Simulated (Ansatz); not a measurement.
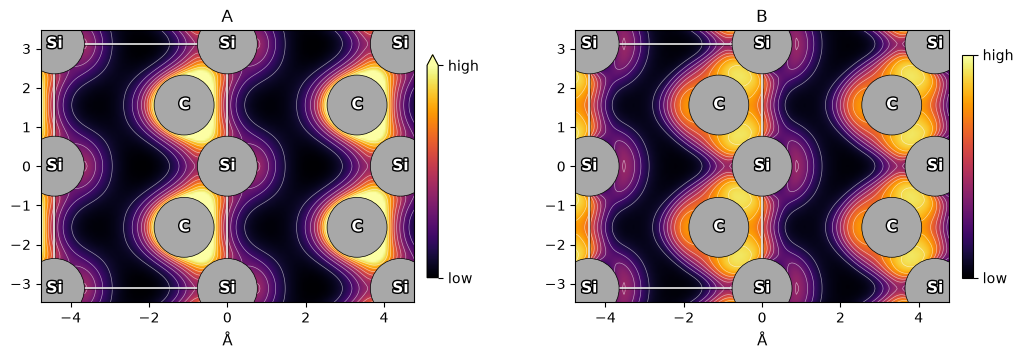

SiC: 2 fields on the (101) plane of the conventional cell, with unlabelled colour scales. Grey discs cover the atomic cores.

Space group F-43m; computed pressure about −5 GPa in this cell.

These are results of Kohn-Sham DFT of a periodic cell, BPBE, Ansatz PAW in Ansatz 0.2.0, not measurements.

```yaml
crystal:
  lattice:
    - [4.41535, 0.00000, 0.00000]
    - [0.00000, 0.00000, -4.41535]
    - [0.00000, 4.41535, 0.00000]
  atoms:
    - { symbol: Si, position: [0.50000, 0.50000, 0.00000] }
    - { symbol: Si, position: [0.00000, 0.50000, 0.50000] }
    - { symbol: Si, position: [0.00000, 0.00000, 0.00000] }
    - { symbol: Si, position: [0.50000, 0.00000, 0.50000] }
    - { symbol: C, position: [0.75000, 0.75000, 0.25000] }
    - { symbol: C, position: [0.25000, 0.75000, 0.75000] }
    - { symbol: C, position: [0.25000, 0.25000, 0.25000] }
    - { symbol: C, position: [0.75000, 0.25000, 0.75000] }
```

Question: The panels show electron localisation function and valence pseudo-density in some order. Assign them.

Answer: Panel A: valence pseudo-density. Panel B: electron localisation function. From the grid: Si–C (1.91 Å): ρ is about 0.86 e/Å³ halfway; the ELF peaks at about 0.95 between the atoms (a covalent bond).
